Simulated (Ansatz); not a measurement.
**Run report: Zr, band-structure calculation**

- system: Zr (Fd-3m, 2 atoms in the cell)
- method: DFT, PBEsol, PAW with Ansatz's default frozen-core files, scalar-relativistic, no spin polarisation (Ansatz 0.2.0)

Its volume is 0.43 times that of the source entry. It belongs to a series of runs on one base structure; here: volume scaled by 0.43, PAW files.

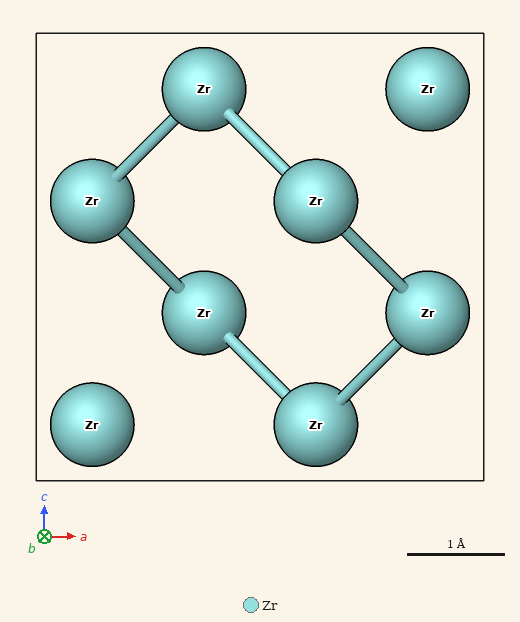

**Figure 1.** The structure as given in the input (ball-and-stick view of the cell 4 times as large as that of the calculation, set on its symmetry axes, along the b axis). An atom can appear more than once, as a periodic image.

The input
```yaml
crystal:
  lattice:
    - [0.0, 2.3167781234, 2.3167781234]
    - [2.3167781234, 0.0, 2.3167781234]
    - [2.3167781234, 2.3167781234, 0.0]
  atoms:
    - { symbol: Zr, position: [-0.125, -0.125, -0.125] }
    - { symbol: Zr, position: [0.125, 0.125, 0.125] }
kpoints:
  mp_grid: { grid: [12, 12, 12] }
  band_path:
    path:
      - [0.0, 0.0, 0.0]
      - [0.5, 0.0, 0.5]
      - [0.625, 0.25, 0.625]
      - [0.375, 0.375, 0.75]
      - [0.0, 0.0, 0.0]
      - [0.5, 0.5, 0.5]
      - [0.5, 0.25, 0.75]
      - [0.5, 0.0, 0.5]
    npoints: 8
scf:
  occupations: { method: fermi_dirac, width: 0.1 }
hamiltonian:
  xc: pbesol
  pseudopotentials: { kind: paw }
output:
  forces: true
  stress: true
  eigenvalues: true
  populations: true
  dos: { projected: true, de: 0.2, e_range: [-14, 8] }
  write_density: true
  write_potential: true
  elf: true
  volumetric_format: npy
```

Launched with:
```bash
ansatz run input.yaml --threads 1 --pin off --max-ram 2048MiB --backend cpu --events-out ev --progress --plain --runs-dir out
```

What the program printed
```
Engine: ansatz 0.2.0, aarch64-unknown-linux-gnu
Pseudopotentials: kind: paw
Pseudopotential: Zr, paw, valence charge 12, recommended cutoff 420 eV (normal), Zr.paw.azcp
Functional definition: PBEsol
  exchange = pbesol_x
  correlation = pbesol_c
Crystal: 2 atoms, lattice volume = 24.870 Å³
Basis set: ecut = 420 eV, 531 PW (Γ), exchange–correlation on 48×48×48 points (8 copies of the dense FFT grid, shifted against one another)
Bands: 16, of which v1, the nominal top of the filled ones, is band 12 counted from 1 (11 counted from 0)
Symmetry: 48 space group operations
Space group: Fd-3m (ITA 227), of the structure as read, at distance tolerance 2.9e-5 Å
k-points: 72 of 1728
Non-local potential: Zr, projectors of the file, l = 0: 3, l = 1: 2, l = 2: 2, l = 3: 2
PAW form: soft (Blöchl's): semilocal exchange-correlation on the pseudo side does not see the compensation charge
PAW frozen core: Zr, regenerated for the run's functional, and the local potential with it (the file was generated under x = pbe(κ = 0.804, μ = 0.2195149727645171), c = pbe(β = 0.06672455060314922))
PAW one-centre angular grid: Zr, 590 points (default); XC on 64 Gauss nodes
Initial density: superposition of atomic densities (neutral atoms: chi_scale 0, normalization atom), corrected by the library's trained network
Initial wavefunctions: pseudopotential atomic-orbital guess
Functional: x = pbesol(κ = 0.804, μ = 0.12345679012345678), c = pbesol(β = 0.046)
SCF iter   1: F=—  HF=-8247.107679 eV  |F-HF|=—  |Δ(HF+E_count)|=         —  Δρ=2.52e-1  dr2=1.25e1  ethr=1.77e-3  ⟨swp⟩=5.1  Hψ=5722  notcnv=0
preconditioner: auto → Kerker (q_TF=auto, 2.712 Å⁻¹)  [metal: Δε(μ)=0.014 eV  Ē_g=15.529 eV  σ=0.100 eV  W_gap=0.03  n_scr=14 (ndim 8)  ℏωp=27.3 eV  f_vac=0.000  D(μ)=1.78/eV (n_scr^D=14)]
SCF iter   2: F=—  HF=-8243.355768 eV  |F-HF|=—  |Δ(HF+E_count)|=    3.75e0  Δρ=1.35e-1  dr2=3.83e0  ethr=1.77e-3  ⟨swp⟩=3.0  Hψ=3088  notcnv=0
SCF iter   3: F=—  HF=-8241.865439 eV  |F-HF|=—  |Δ(HF+E_count)|=    1.49e0  Δρ=1.69e-2  dr2=5.23e-2  ethr=1.77e-3  ⟨swp⟩=3.1  Hψ=2718  notcnv=0
SCF iter   4: F=—  HF=-8241.862459 eV  |F-HF|=—  |Δ(HF+E_count)|=   2.98e-3  Δρ=2.51e-3  dr2=1.02e-3  ethr=2.18e-4  ⟨swp⟩=1.2  Hψ=1706  notcnv=0
SCF iter   5: F=—  HF=-8241.862450 eV  |F-HF|=—  |Δ(HF+E_count)|=   9.33e-6  Δρ=4.96e-4  dr2=4.43e-5  ethr=4.26e-6  ⟨swp⟩=2.2  Hψ=1988  notcnv=0
SCF iter   6: F=—  HF=-8241.862427 eV  |F-HF|=—  |Δ(HF+E_count)|=   2.30e-5  Δρ=6.42e-5  dr2=5.54e-7  ethr=1.85e-7  ⟨swp⟩=2.8  Hψ=2138  notcnv=0
SCF iter   7: F=-8241.862427 eV  HF=-8241.862427 eV  |F-HF|=4.85e-9  |Δ(HF+E_count)|=   7.65e-8  Δρ=9.74e-6  dr2=1.11e-8  ethr=4.17e-10  ⟨swp⟩=10.4  Hψ=8806  notcnv=0
SCF 1 converged in 7 iterations: F = -8241.862427 eV  dr2 = 1.11e-8
  greatest PAW one-centre occupation: 0.998 electrons in one spin orbital (limit 2), on the Zr atom at site 1 (counted from 0), in its partial waves of l = 0
NSCF: frozen V_eff on 57 k-points
SCF converged after 7 iterations
Free energy (F): -8241.862427 eV
Harris-Foulkes:  -8241.862427 eV  (|F-HF|=4.85e-9)
Internal energy: -8241.796181 eV  (E = F + TS)
E sigma→0 (E₀):  -8241.829304 eV
Entropy (-TS):   -0.066246 eV (-33.123 meV/atom)
Fermi energy:    27.229783 eV
--- Per-component energies (eV) ---
  E_band       = 93.498991
  E_kinetic    = 746.568192
  E_local      = -957.158570  (includes V_loc(G=0)·N_el)
  E_nonlocal   = 174.699053
  E_hartree    = 354.990525
  E_xc         = -341.946891
  E_vxc        = -408.999955  (∫ρ·V_xc dr)
  E_paw        = -5808.650047  (= ΣΔE_a)
  E_vpaw       = -171.590730  (= ΣTr[D̂ρ^β])
  E_aug_tail   = 0.000056  (compensation charges beyond the density's cutoff)
  E_ewald      = -2410.629941
  E_core_change = 0.331441  (= ΣΔE_core)
  E_smearing   = -0.066246  (= −TS)
  E_closure    = 0.000000  (closes the sum)
  Σ components = -8241.862427   (vs F -8241.862427, Δ=0.00e0)
--- Forces (eV/Å), atoms counted from 1 ---
  atom   1  Zr     0.00000000     0.00000000     0.00000000
  atom   2  Zr    -0.00000000     0.00000000     0.00000000
  max |Σ_I F_I| component: 4.16e-17 eV/Å
--- Stress (GPa, compression-positive) ---
      248.649567       0.000000      -0.000000
        0.000000     248.649567      -0.000000
        0.000000       0.000000     248.649567
  P = ⅓ Tr σ = 248.6496 GPa (2486.496 kbar)
--- Band table (eV; the first three rows and the last of 72) ---
  k-point 0: bands = ["-25.4147", "-18.1259", "-3.4567", "-3.4567", "-3.4567", "1.8674", "1.8674", "1.8674", "21.2457", "22.4005", "22.4005", "27.1100", "27.1100", "27.1100", "34.0908", "34.0908"]
  k-point 1: bands = ["-25.3465", "-18.2709", "-3.5238", "-3.5238", "-3.4257", "1.9666", "1.9727", "1.9727", "21.4922", "22.2648", "22.2648", "27.0202", "27.4634", "27.4634", "33.1321", "33.7648"]
  k-point 2: bands = ["-25.1483", "-18.6727", "-3.6957", "-3.6957", "-3.3650", "2.2481", "2.2481", "2.2718", "22.0391", "22.0391", "22.0999", "26.9494", "28.1712", "28.1712", "31.0261", "33.0407"]
  k-point 71: bands = ["-22.4192", "-22.4192", "-5.2693", "-5.2693", "0.3767", "0.3767", "4.7092", "4.7092", "20.2060", "20.2060", "25.6916", "25.6916", "29.9658", "29.9658", "32.3930", "32.3930"]
--- Löwdin populations: 2 sites ---
  site symbol       q [e]
     0     Zr     11.9388
     1     Zr     11.9388
  spilling = 0.005102 (of n_electrons = 24.000000)
```

File dos.tsv
```
# E-E_F[eV]	g_bin_mean(E)[states/eV]	N(E)
# format = ansatz-dos/2
# fermi_ev = 27.229783
# fermi_mp_grid = 12 12 12
# fermi_mp_shift = 0 0 0
# tetrahedron_fermi_ev = 27.234628
# g_bin_mean(E): the states in a bin one row spacing wide, centred on E, divided by that spacing. States that the method places at a single energy (under output.dos.method: tetrahedron, those of a tetrahedron whose four corners have one energy) are counted whole in the row whose bin holds that energy (on the edge of two bins, in the lower row). The sum of g_bin_mean over a run of rows, times the row spacing, is the number of states from half a spacing under the first of them to half a spacing over the last (a plain sum, not the trapezoid rule).
-14.000000	0.000000e0	1.600000e1
-13.800000	0.000000e0	1.600000e1
-13.600000	0.000000e0	1.600000e1
-13.400000	0.000000e0	1.600000e1
-13.200000	0.000000e0	1.600000e1
-13.000000	0.000000e0	1.600000e1
-12.800000	0.000000e0	1.600000e1
-12.600000	0.000000e0	1.600000e1
-12.400000	0.000000e0	1.600000e1
-12.200000	0.000000e0	1.600000e1
-12.000000	0.000000e0	1.600000e1
-11.800000	0.000000e0	1.600000e1
-11.600000	0.000000e0	1.600000e1
-11.400000	0.000000e0	1.600000e1
-11.200000	0.000000e0	1.600000e1
-11.000000	0.000000e0	1.600000e1
-10.800000	0.000000e0	1.600000e1
-10.600000	0.000000e0	1.600000e1
-10.400000	0.000000e0	1.600000e1
-10.200000	0.000000e0	1.600000e1
-10.000000	0.000000e0	1.600000e1
-9.800000	0.000000e0	1.600000e1
-9.600000	0.000000e0	1.600000e1
-9.400000	0.000000e0	1.600000e1
-9.200000	0.000000e0	1.600000e1
-9.000000	0.000000e0	1.600000e1
-8.800000	0.000000e0	1.600000e1
-8.600000	0.000000e0	1.600000e1
-8.400000	0.000000e0	1.600000e1
-8.200000	0.000000e0	1.600000e1
-8.000000	0.000000e0	1.600000e1
-7.800000	0.000000e0	1.600000e1
-7.600000	0.000000e0	1.600000e1
-7.400000	5.049819e-1	1.602185e1
-7.200000	1.942058e0	1.625757e1
-7.000000	1.634001e0	1.667103e1
-6.800000	1.204226e0	1.694629e1
-6.600000	1.059468e0	1.715918e1
-6.400000	1.143821e0	1.738168e1
-6.200000	1.363679e0	1.762638e1
-6.000000	1.579358e0	1.792632e1
-5.800000	1.500977e0	1.823565e1
-5.600000	1.495690e0	1.854083e1
-5.400000	1.223989e0	1.881464e1
-5.200000	1.207384e0	1.904982e1
-5.000000	1.209675e0	1.928953e1
-4.800000	1.436780e0	1.955451e1
-4.600000	1.390671e0	1.984615e1
-4.400000	1.164627e0	2.009845e1
-4.200000	1.197053e0	2.033126e1
-4.000000	1.220940e0	2.057109e1
-3.800000	1.163253e0	2.081762e1
-3.600000	8.726744e-1	2.102097e1
-3.400000	7.896637e-1	2.118310e1
-3.200000	7.179508e-1	2.133509e1
-3.000000	6.500874e-1	2.147013e1
-2.800000	6.145527e-1	2.159750e1
-2.600000	5.650110e-1	2.171477e1
-2.400000	5.328991e-1	2.182399e1
-2.200000	4.062650e-1	2.192336e1
-2.000000	2.509688e-1	2.198600e1
-1.800000	2.017845e-1	2.202554e1
-1.600000	4.395310e-1	2.208159e1
-1.400000	6.125157e-1	2.219412e1
-1.200000	8.497437e-1	2.233826e1
-1.000000	1.054589e0	2.253007e1
-0.800000	1.161278e0	2.275393e1
-0.600000	1.278193e0	2.299707e1
-0.400000	1.404505e0	2.326552e1
-0.200000	1.615172e0	2.356097e1
0.000000	2.416752e0	2.398424e1
0.200000	1.505035e0	2.436839e1
0.400000	1.575891e0	2.466955e1
0.600000	1.525716e0	2.498476e1
0.800000	1.173739e0	2.526355e1
1.000000	1.037617e0	2.547661e1
1.200000	1.031301e0	2.568128e1
1.400000	1.348955e0	2.590519e1
1.600000	1.332999e0	2.619429e1
1.800000	1.330434e0	2.644460e1
2.000000	1.523628e0	2.674755e1
2.200000	1.361780e0	2.702797e1
2.400000	1.249756e0	2.729853e1
2.600000	1.094912e0	2.752285e1
2.800000	1.043012e0	2.774211e1
3.000000	1.032703e0	2.794381e1
3.200000	1.180980e0	2.815715e1
3.400000	1.016631e0	2.840489e1
3.600000	7.230498e-1	2.856123e1
3.800000	8.500787e-1	2.871330e1
4.000000	1.050622e0	2.890204e1
4.200000	1.373102e0	2.914125e1
4.400000	1.766755e0	2.946179e1
4.600000	1.611527e0	2.980911e1
4.800000	1.413446e0	3.010721e1
5.000000	1.440256e0	3.038345e1
5.200000	1.829196e0	3.071010e1
5.400000	1.467710e0	3.106300e1
5.600000	9.154405e-1	3.129582e1
5.800000	6.868308e-1	3.144838e1
6.000000	5.719297e-1	3.157382e1
6.200000	4.727932e-1	3.167820e1
6.400000	3.693636e-1	3.176238e1
6.600000	2.776227e-1	3.182689e1
6.800000	2.079939e-1	3.187428e1
7.000000	1.772833e-1	3.191202e1
7.200000	1.348210e-1	3.194665e1
7.400000	6.391715e-2	3.196307e1
7.600000	5.184247e-2	3.197453e1
7.800000	4.700387e-2	3.198429e1
8.000000	3.254098e-2	3.199261e1
```

File populations.tsv
```
# site	symbol	l	j	q
# orbitals = lowdin
# n_electrons = 24.000000
# spilling = 0.005102
0	Zr	0_4S	-	1.639975
0	Zr	0_5S	-	0.443915
0	Zr	1_4P	-	5.619013
0	Zr	2_4D	-	4.235869
1	Zr	0_4S	-	1.639975
1	Zr	0_5S	-	0.443915
1	Zr	1_4P	-	5.619013
1	Zr	2_4D	-	4.235869
```

File rho_z.tsv
```
# z_ang	rho[e/angstrom^3]
# format = ansatz-planar-average/11
# lattice	0.000000000	2.316778123	2.316778123
# lattice	2.316778123	0.000000000	2.316778123
# lattice	2.316778123	2.316778123	0.000000000
# sites	2
# site	40	-0.579194531	-0.579194531	-0.579194531
# site	40	0.579194531	0.579194531	0.579194531
0.000000	1.647296e0
0.136517	1.604800e0
0.273035	1.495135e0
0.409552	1.357234e0
0.546070	1.221884e0
0.682587	1.094905e0
0.819105	9.647389e-1
0.955622	8.225461e-1
1.092140	6.747390e-1
1.228657	5.395279e-1
1.365175	4.350003e-1
1.501692	3.709955e-1
1.638210	3.497263e-1
1.774727	3.709955e-1
1.911244	4.350003e-1
2.047762	5.395279e-1
2.184279	6.747390e-1
2.320797	8.225461e-1
2.457314	9.647389e-1
2.593832	1.094905e0
2.730349	1.221884e0
2.866867	1.357234e0
3.003384	1.495135e0
3.139902	1.604800e0
```

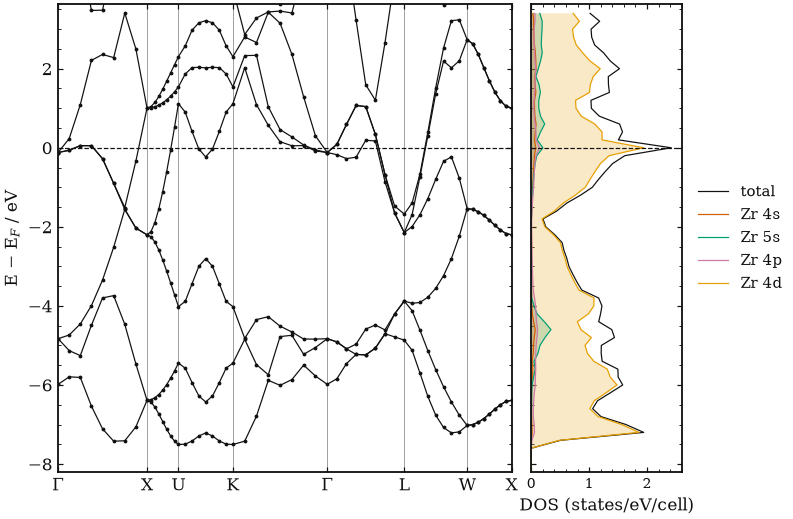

**Figure 2.** Band structure along Γ–X–U–K–Γ–L–W–X and density of states (projected on Löwdin-orthogonalised atomic shells), with energies from the Fermi level. Bands cross the Fermi level: a metal at this level of theory.

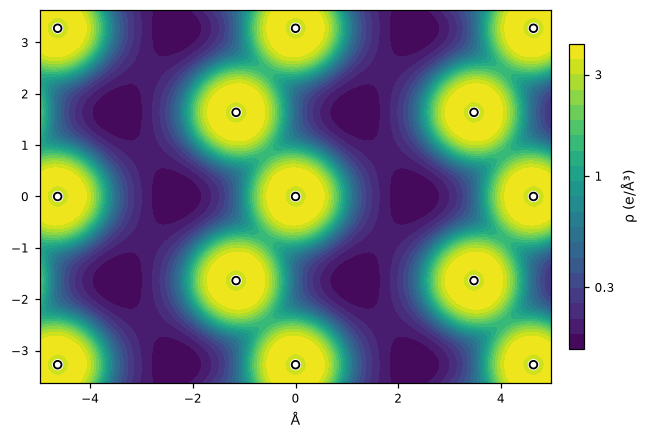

**Figure 3.** Valence electron density on the (110) plane of the conventional cell. Circles mark the nuclei in the plane (Zr). The section cuts through Zr sites. Zr–Zr (2.01 Å): ρ is about 1.4 e/Å³ halfway. Away from the nuclei the density in this plane falls to 0.15 e/Å³ at its lowest. The fields are those of the smooth PAW valence density.

Key numbers

```json
{"quantity": "outcome", "value": "converged"}
{"quantity": "space group (tolerance 0.01 Å)", "value": "Fd-3m (227)"}
{"quantity": "electrons treated", "value": "24"}
{"quantity": "free energy", "value": "−8241.8624 eV"}
{"quantity": "Fermi energy", "value": "27.230 eV"}
{"quantity": "pressure", "value": "248.65 GPa"}
{"quantity": "electronic character", "value": "metal"}
{"quantity": "largest force (length of the vector)", "value": "under 0.001 eV/Å"}
{"quantity": "hardware", "value": "1 thread of Arm Neoverse V1, 112 GiB of memory available, shared host"}
{"quantity": "wall time", "value": "3.8 s"}
{"quantity": "peak memory", "value": "0.31 GiB"}
```

The cell is under a pressure of 249 GPa at this level, so it is not at its equilibrium volume.
